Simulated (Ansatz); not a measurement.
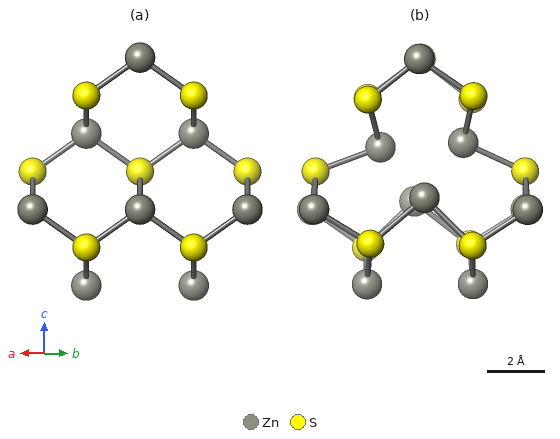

Left: perfect ZnS. Right: the same region with one point defect, after relaxing the atoms in a supercell of 64 sites. Style: ball-and-stick. Shown: the atoms within 4.6 Å of one point, in a slice 5.0 Å thick across the line of sight, along [110].

Theory: DFT, PBEsol, PAW, plane waves (Ansatz). (plane-wave cutoff 420 eV; k-point mesh 1 × 1 × 1; mesh shifted by (0.25, 0.25, 0.25); collinear spin) Fermi-Dirac smearing of 0.01 eV. A uniform background neutralises the charged cell. The axes drawn are those of the host's conventional cell.

### What kind of defect was made?

A sulfur atom is taken out (a vacancy).

The charge state of the cell is −1.

### How does the lattice respond?

Around the empty S site the host had 4 Zn at 2.32 Å; after relaxation the nearest atoms are 3 Zn at 1.65 to 1.85 Å. Of the host's atoms, a zinc atom moves furthest from its site, by 0.72 Å. The cell's net moment is 1.00 μB.

Limits of the set-up: the cell is charged, on a uniform background, and energies carry no finite-size correction.
